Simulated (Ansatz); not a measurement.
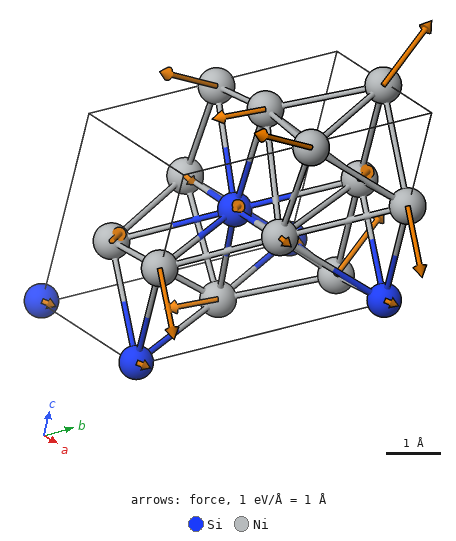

Starting geometry of solid SiNi₃ (set up in P1) with the computed forces as orange arrows. Style: ball-and-stick. Shown: the cell of the calculation, reduced to other axes, slightly off an axis. Lengths and directions refer to the drawn axes.

Case: all atoms moved at random, sigma 0.05 Å for each component; relaxed back.

Computed with DFT PBE, scalar-relativistic, plane waves, PAW in Ansatz. Settings: plane-wave cutoff 420 eV; k-point mesh 8 × 8 × 8; occupations gaussian; smearing width 0.15 eV; no spin polarisation; cell and atoms relaxed; force threshold 0.01 eV/Å; at most 80 steps.

> What follows when this structure is relaxed?

It isn't relaxed: the largest force vector, on a Ni atom, is 1.69 eV/Å. The final displacements follow the starting forces only in part (cosine between the two patterns 0.77). The atom that moves furthest is a Ni atom (0.13 Å roughly along [2 −3 0]). Largest moves by element: Ni 0.13 Å, Si 0.07 Å. The cell stays as it was. Near-neighbour distances that change, for instance: Ni–Ni 2.608 → 2.479 Å, Ni–Ni 2.354 → 2.479 Å, Ni–Si 2.597 → 2.480 Å, Ni–Si 2.362 → 2.479 Å. The space group (tolerance 0.01 Å) goes from P1 (No. 1) to Pm-3m (No. 221). Over 4 accepted moves (6 points after the start) the energy falls by 0.281 eV per cell of the calculation. The largest force component goes from 1.5 to 0.00056 eV/Å. The pressure goes from 1.96 to 0.00 GPa. The line search rejected the trial step at point 3 of the run. At 1 point the geometry stayed and the basis and grid were re-selected for the new cell (energy shift of less than 0.05 meV per cell of the calculation at most each time). Cost: 9.7 min on 2 threads of Arm Neoverse V2, on a shared host, peak memory 1.3 GiB.
